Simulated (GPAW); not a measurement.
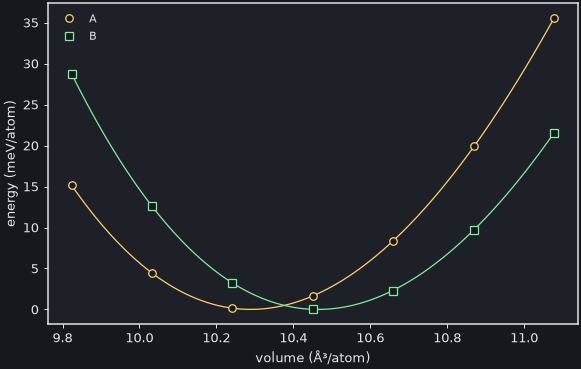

The figure compares two calculations of the energy against volume, each curve from its own zero. The first is for AlN, space group P6_3mc (No. 186).

The cell holds 4 atoms.

How it was computed, with GPAW 26.7.0: PAW DFT in plane waves, on a grid or in atomic orbitals, no spin polarisation; energies at scaled volumes of the given cell, shape and fractions fixed, counted from the fit's minimum, third-order Birch-Murnaghan fit. Level: LDA.

- k mesh: 8×8×5
- occupations: Fermi–Dirac
- smearing width: 0.05 eV
- potentials: GPAW PAW data sets (gpaw data 1.2.1)
- wave cutoff: 800 eV
- program settings: basis pw

In the second, the level changes from LDA to r2SCAN.

Which of A and B is the second calculation, and what did the change do?

Answer. B. The equilibrium volume rises from 10.29 to 10.46 Å³/atom (+1.7 %) and the bulk modulus hardly changes (213 and 211 GPa).

For LDA, limits of the calculation: shape and atomic fractions are frozen while scaling, which makes layered, chain and framework solids too stiff.

For r2SCAN, limits of the calculation: the fit and the printed pressures don't fully agree, or the minimum lies near the end of the range; shape and atomic fractions are frozen while scaling, which makes layered, chain and framework solids too stiff.

V0 and the bulk modulus come from third-order Birch–Murnaghan fits.
